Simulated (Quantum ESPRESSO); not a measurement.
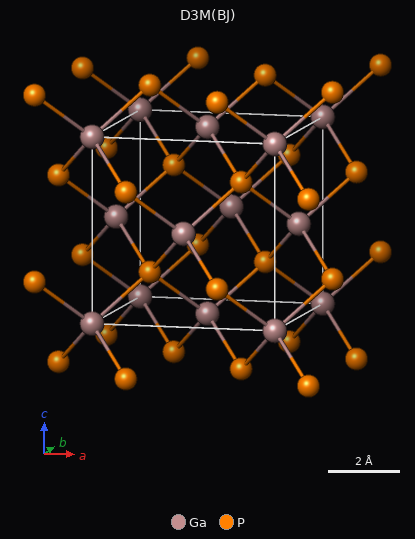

A crystal of GaP (set up in F-43m), relaxed (cell and atoms) with several dispersion corrections. The picture shows the result with D3M(BJ). A ball-and-stick model of the conventional cell (4 times the calculation's cell), seen slightly off an axis. Lengths and directions refer to the drawn axes.

Computed with Quantum ESPRESSO 7.5: PBE, PseudoDojo 0.4.1 SR PBE standard. (plane-wave cutoff 1088 eV; k-point mesh 8 × 8 × 8; occupations fermi-dirac; smearing width 0.05 eV; no spin polarisation)

| dispersion correction | volume (Å³/atom) | a (Å) |
| --- | --- | --- |
| D3M(BJ) | 19.433 | 5.377 |
| D3 | 20.547 | 5.478 |
| none | 20.872 | 5.507 |
| D2 | ? | ? |
| D3(BJ) | 20.266 | 5.453 |

Question: One row is withheld. What does the calculation give there?

Answer: With D2 the volume falls between D3M(BJ) (19.433) and D3(BJ) (20.266). The calculation gives 19.858 Å³/atom (a = 5.416 Å). In order of volume: D3M(BJ) < D2 < D3(BJ) < D3 < none; the spread is 7.4 %.

Each member starts from this one structure; whether another phase lies lower wasn't checked.
